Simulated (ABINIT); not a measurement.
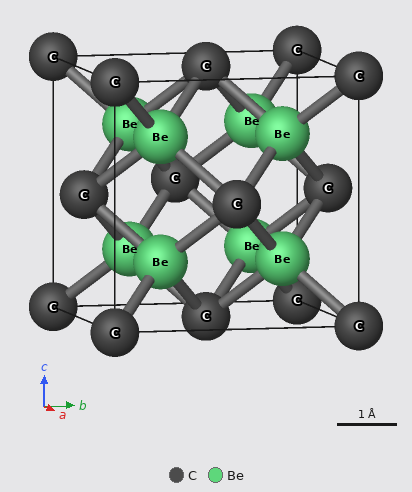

Figure 1. The structure as given in the input (ball-and-stick view of the cell 4 times as large as that of the calculation, set on its symmetry axes, seen slightly off an axis).

# Run report: Be2C, optical-spectrum calculation (part 1 of 2)

System: Be2C (3 atoms in the cell).
Method: Kohn-Sham DFT of a periodic cell, PBEsol, PseudoDojo NC SR PBEsol v0.4.1 standard, no spin polarisation (ABINIT 10.8.3).

The structure derives from an entry of the Crystallography Open Database.

Output
```
.Version 10.8.3 of ABINIT
 DATASET    1 : space group Fm -3 m (#225); Bravais cF (face-center cubic)
================================================================================
 Values of the parameters that define the memory need for DATASET  1.
     intxc =       0    ionmov =       0      iscf =       7    lmnmax =       4
     lnmax =       4     mgfft =      36  mpssoang =       2    mqgrid =    3001
     natom =       3  nloc_mem =       1    nspden =       1   nspinor =       1
    nsppol =       1      nsym =      48    n1xccc =    2501    ntypat =       2
    occopt =       1   xclevel =       2
       mpw =        1905          nfft =       46656          nkpt =          60
================================================================================
================================================================================

 DATASET    2 : space group Fm -3 m (#225); Bravais cF (face-center cubic)
================================================================================
 Values of the parameters that define the memory need for DATASET  2.
     intxc =       0    ionmov =       0      iscf =      -2    lmnmax =       4
     lnmax =       4     mgfft =      36  mpssoang =       2    mqgrid =    3001
     natom =       3  nloc_mem =       1    nspden =       1   nspinor =       1
    nsppol =       1      nsym =      48    n1xccc =    2501    ntypat =       2
    occopt =       1   xclevel =       2
       mpw =        1905          nfft =       46656          nkpt =          60
================================================================================
================================================================================

 DATASET    3 : space group Fm -3 m (#225); Bravais cF (face-center cubic)
================================================================================
 Values of the parameters that define the memory need for DATASET  3.
     intxc =       0    ionmov =       0      iscf =       7    lmnmax =       4
     lnmax =       4     mgfft =      36  mpssoang =       2    mqgrid =    3001
     natom =       3  nloc_mem =       1    nspden =       1   nspinor =       1
    nsppol =       1      nsym =      48    n1xccc =    2501    ntypat =       2
    occopt =       1   xclevel =       2
       mpw =        1905          nfft =       46656          nkpt =          60
================================================================================
================================================================================

--------------------------------------------------------------------------------
------------- Echo of variables that govern the present computation ------------
--------------------------------------------------------------------------------
 -outvars: echo values of preprocessed input variables --------
            acell      1.8897261259E+00  1.8897261259E+00  1.8897261259E+00 Bohr
              amu      1.20110000E+01  9.01218200E+00
          chkprim           0
      chksymtnons           0
           diemac      6.00000000E+00
             ecut      4.40000000E+01 Hartree
           ecutsm      5.00000000E-01 Hartree
           getden1          0
           getden2          1
           getden3          0
           getwfk1          0
           getwfk2          0
           getwfk3          2
             iscf1          7
             iscf2         -2
             iscf3          7
              ixc     -116133
           jdtset        1    2    3
                       outvar_i_n : Printing only first  50 k-points.
         kptrlatt        8   -8    8     -8    8    8     -8   -8    8
          kptrlen      6.52532678E+01
            natom           3
            nband1          6
            nband2         22
            nband3         18
           nbdbuf1          0
           nbdbuf2          4
           nbdbuf3          0
           ndtset           3
            ngfft          36      36      36
             nkpt          60
            nstep1         80
            nstep2        120
            nstep3         80
             nsym          48
           ntypat           2
        optdriver1          0
        optdriver2          0
        optdriver3          8
           prtden1          1
           prtden2          0
           prtden3          1
        prtebands           0
           prteig           0
           prtevk1          0
           prtevk2          0
           prtevk3          1
            prtwf1          0
            prtwf2          1
            prtwf3          1
            rprim      0.0000000000E+00  2.1581588900E+00  2.1581588900E+00
                       2.1581588900E+00  0.0000000000E+00  2.1581588900E+00
                       2.1581588900E+00  2.1581588900E+00  0.0000000000E+00
           shiftk      5.00000000E-01  5.00000000E-01  5.00000000E-01
          spgroup         225
           tolsym      1.00000000E-06
           tolvrs1     1.00000000E-12
           tolvrs2     0.00000000E+00
           tolvrs3     0.00000000E+00
           tolwfr1     0.00000000E+00
           tolwfr2     1.00000000E-12
           tolwfr3     0.00000000E+00
            typat      1  2  2
         wfk_task1          0
         wfk_task2          0
         wfk_task3          7
                       outvars : Printing only first  50 k-points.
           xangst      0.0000000000E+00  0.0000000000E+00  0.0000000000E+00
                       3.2372383350E+00  3.2372383350E+00  3.2372383350E+00
                       1.0790794450E+00  1.0790794450E+00  1.0790794450E+00
            xcart      0.0000000000E+00  0.0000000000E+00  0.0000000000E+00
                       6.1174938574E+00  6.1174938574E+00  6.1174938574E+00
                       2.0391646191E+00  2.0391646191E+00  2.0391646191E+00
             xred      0.0000000000E+00  0.0000000000E+00  0.0000000000E+00
                       7.5000000000E-01  7.5000000000E-01  7.5000000000E-01
                       2.5000000000E-01  2.5000000000E-01  2.5000000000E-01
            znucl        6.00000    4.00000

================================================================================

 chkinp: Checking input parameters for consistency, jdtset=   1.

 chkinp: Checking input parameters for consistency, jdtset=   2.

 chkinp: Checking input parameters for consistency, jdtset=   3.

================================================================================
== DATASET  1 ==================================================================

--- !DatasetInfo
iteration_state: {dtset: 1, }
dimensions: {natom: 3, nkpt: 60, mband: 6, nsppol: 1, nspinor: 1, nspden: 1, mpw: 1905, }
cutoff_energies: {ecut:  44.0, pawecutdg:  -1.0, }
electrons: {nelect:   1.20000000E+01, charge:   0.00000000E+00, occopt:   1.00000000E+00, tsmear:   1.00000000E-02, }
meta: {optdriver: 0, ionmov: 0, optcell: 0, iscf: 7, paral_kgb: 0, }
...

 Real(R)+Recip(G) space primitive vectors, cartesian coordinates (Bohr,Bohr^-1):
 R(1)=  0.0000000  4.0783292  4.0783292  G(1)= -0.1225992  0.1225992  0.1225992
 R(2)=  4.0783292  0.0000000  4.0783292  G(2)=  0.1225992 -0.1225992  0.1225992
 R(3)=  4.0783292  4.0783292  0.0000000  G(3)=  0.1225992  0.1225992 -0.1225992
 Unit cell volume ucvol=  1.3566782E+02 bohr^3
 Angles (23,13,12)=  6.00000000E+01  6.00000000E+01  6.00000000E+01 degrees

 getcut: wavevector=  0.0000  0.0000  0.0000  ngfft=  36  36  36
         ecut(hartree)=     44.000   => boxcut(ratio)=   2.09032

--- Pseudopotential description ------------------------------------------------
- pspini: atom type   1  psp file is ./C.upf
   6.00000   4.00000  180301                  znucl, zion, pspdat
12 -116133 1 -1 1248                          pspcod,pspxc,lmax,lloc,mmax
     nproj     2     2

- pspini: atom type   2  psp file is ./Be.upf
   4.00000   4.00000  180301                  znucl, zion, pspdat
12 -116133 1 -1 1358                          pspcod,pspxc,lmax,lloc,mmax
     nproj     2     2

   1.44899094E+02                                ecore*ucvol(ha*bohr**3)
--------------------------------------------------------------------------------

================================================================================

--- !BeginCycle
iteration_state: {dtset: 1, }
solver: {iscf: 7, nstep: 80, nline: 4, wfoptalg: 0, }
tolerances: {tolvrs: 1.00E-12, }
...

     iter   Etot(hartree)      deltaE(h)  residm     vres2
 ETOT  1  -33.724054587765    -3.372E+01 2.633E-01 1.478E+02
 ETOT  2  -33.797162181109    -7.311E-02 2.804E-05 1.499E+01
 ETOT  3  -33.799519918061    -2.358E-03 4.371E-05 2.680E+00
 ETOT  4  -33.799925427822    -4.055E-04 5.608E-06 1.760E-01
 ETOT  5  -33.799955746032    -3.032E-05 1.814E-07 1.552E-03
 ETOT  6  -33.799956029707    -2.837E-07 5.113E-09 5.681E-06
 ETOT  7  -33.799956030752    -1.045E-09 1.282E-11 1.147E-08
 ETOT  8  -33.799956030754    -1.847E-12 7.049E-14 3.056E-10
 ETOT  9  -33.799956030754    -4.974E-13 8.031E-16 5.210E-13

 At SCF step    9       vres2   =  5.21E-13 < tolvrs=  1.00E-12 =>converged.

 Cartesian components of stress tensor (hartree/bohr^3)
  sigma(1 1)= -3.43519844E-07  sigma(3 2)=  0.00000000E+00
  sigma(2 2)= -3.43519844E-07  sigma(3 1)=  0.00000000E+00
  sigma(3 3)= -3.43519844E-07  sigma(2 1)=  0.00000000E+00

--- !ResultsGS
iteration_state: {dtset: 1, }
comment   : Summary of ground state results
lattice_vectors:
- [  0.0000000,   4.0783292,   4.0783292, ]
- [  4.0783292,   0.0000000,   4.0783292, ]
- [  4.0783292,   4.0783292,   0.0000000, ]
lattice_lengths: [   5.76763,    5.76763,    5.76763, ]
lattice_angles: [ 60.000,  60.000,  60.000, ] # degrees, (23, 13, 12)
lattice_volume:   1.3566782E+02
convergence: {deltae: -4.974E-13, res2:  5.210E-13, residm:  8.031E-16, diffor: null, }
etotal    :  -3.37999560E+01
entropy   :   0.00000000E+00
fermie    :   2.80263958E-01
cartesian_stress_tensor: # hartree/bohr^3
- [ -3.43519844E-07,   0.00000000E+00,   0.00000000E+00, ]
- [  0.00000000E+00,  -3.43519844E-07,   0.00000000E+00, ]
- [  0.00000000E+00,   0.00000000E+00,  -3.43519844E-07, ]
pressure_GPa:   1.0107E-02
xred      :
- [  0.0000E+00,   0.0000E+00,   0.0000E+00,  C]
- [  7.5000E-01,   7.5000E-01,   7.5000E-01, Be]
- [  2.5000E-01,   2.5000E-01,   2.5000E-01, Be]
cartesian_forces: # hartree/bohr
- [ -2.14919411E-32,  -1.07459705E-31,  -6.44758232E-32, ]
- [  1.71935529E-31,   8.59677643E-32,   2.57903293E-31, ]
- [ -1.50443588E-31,   2.14919411E-32,  -1.93427470E-31, ]
force_length_stats: {min:   1.27148038E-31, max:   3.21661920E-31, mean:   2.31598822E-31, }
...

 Integrated electronic density in atomic spheres:
 ------------------------------------------------
 Atom  Sphere_radius  Integrated_density
    1        2.00000          4.15918329
    2        2.00000          3.49696589
    3        2.00000          3.49696589
================================================================================

 ----iterations are completed or convergence reached----
```
